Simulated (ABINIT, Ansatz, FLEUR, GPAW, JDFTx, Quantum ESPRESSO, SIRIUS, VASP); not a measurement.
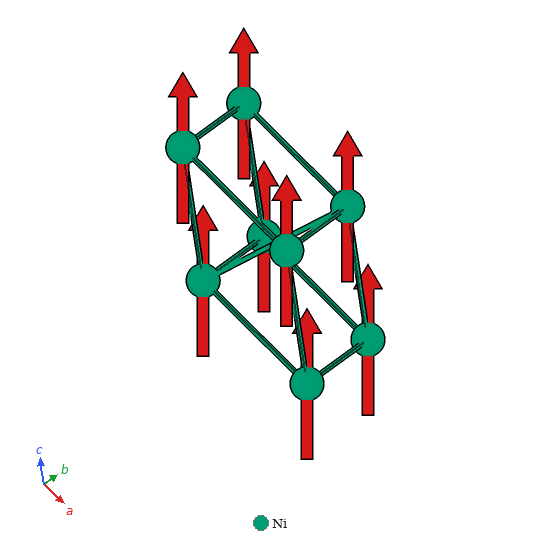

Ni, body-centred cubic (W type), space group Im-3m (No. 229), a = 2.767 Å, b = 2.767 Å, c = 2.767 Å, α = 90.00°, β = 90.00°, γ = 90.00°. The run's cell of 1 atom, with the site moments from ABINIT (JTH PAW PBE v2.0) as arrows (above 0.25 μB; red up, blue down). The cell is a structure listed in the Materials Project. This isn't the form of Ni at room conditions, which is fcc.

One fixed geometry in eight programs or potential sets. Alike in all runs: functional PBE; k mesh 13 × 13 × 13 on the run's cell of 1 atom; occupations fermi-dirac, width 0.05 eV; collinear spin, ferromagnetic start; no spin-orbit coupling. All runs are metallic. A dash marks a pressure that wasn't computed or isn't reliable.

| program | pressure (GPa) | net moment (μB per cell of 1) |
| --- | --- | --- |
| ABINIT (JTH PAW PBE v2.0) | - | 0.59 |
| JDFTx (PseudoDojo 0.5 standard) | ? | ? |
| VASP (PBE potentials, release 64 Ni) | 7.6 | 0.58 |
| Ansatz LAPW (all-electron) | 7.8 | 0.59 |
| FLEUR (all-electron) | - | 0.59 |
| GPAW (PAW data 1.2.1) | 10.2 | 0.59 |
| SIRIUS (PseudoDojo 0.4.1 standard) | 8.0 | 0.61 |
| Quantum ESPRESSO (SSSP 1.3 efficiency) | 7.6 | 0.61 |

What does JDFTx (PseudoDojo 0.5 standard) give?

A pressure of 8.1 GPa and a moment of 0.61 μB. The other rows span 7.6 to 10.2 GPa and 0.58 to 0.61 μB.

Is this cell larger or smaller than the equilibrium cell of this functional?

Smaller: all pressures given are positive (7.6 to 10.2 GPa), so its volume would grow.

Plane-wave pressures hold the error of each finite cutoff. Each run keeps the magnetic state that it reached from a ferromagnetic start.

Notes on single rows: GPAW (PAW data 1.2.1): the stock nickel data set gives pressures a few GPa off other programs.
